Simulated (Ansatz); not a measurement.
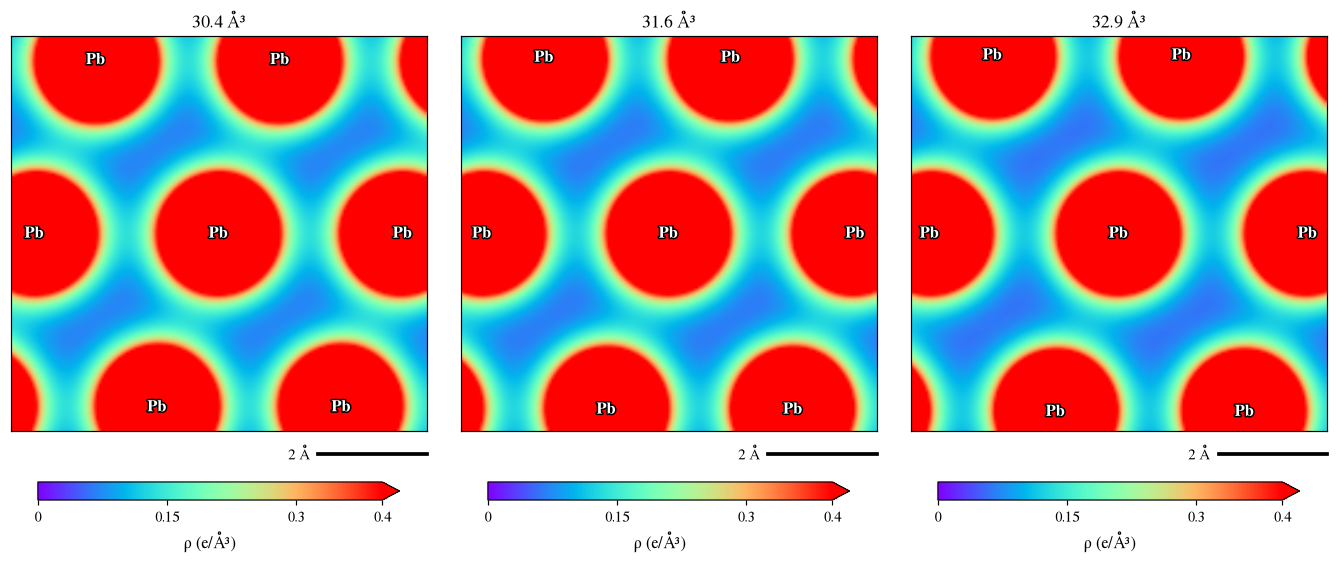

Pb. The valence pseudo-density of cells scaled evenly to different volumes (given per atom above each panel), on the (011̄) plane of each (indices in the axes of the cell below), at one length scale and on one colour scale.

A structure from a database of computed crystals, not necessarily the ambient phase.

Computed with Kohn-Sham DFT of a periodic cell, LDA, Ansatz PAW in Ansatz 0.2.0.

In a PAW calculation such maps are meaningful between the atoms, not at the nuclei.

The largest cell:

```
Pb
1.0
    -2.01849    2.01849    2.01849
     2.01849   -2.01849    2.01849
     2.01849    2.01849   -2.01849
Pb
1
Direct
  0.00000 0.00000 0.00000
```

| volume (Å³/atom) | Pb–Pb contact in the plane (Å) | ρ at its midpoint (e/Å³) | pressure (GPa) | 
| --- | --- | --- | --- |
| 30.41 | 3.406 | 0.137 | −2.7 | 
| 31.65 | 3.452 | 0.128 | −4.0 | 
| 32.27 | 3.474 | ? | ? | 
| 32.90 | 3.496 | 0.120 | −5.0 | 

Question: Estimate the missing row, and compare with the calculation.

Answer: Over the known rows ln ρ falls by 1.47 per Å of Pb–Pb distance (a least-squares line), which gives 0.124 e/Å³ at 3.474 Å; the calculation gives 0.124 e/Å³. For the pressure, a straight line in volume between the neighbouring rows gives −4.5 GPa; the calculation gives −4.6.
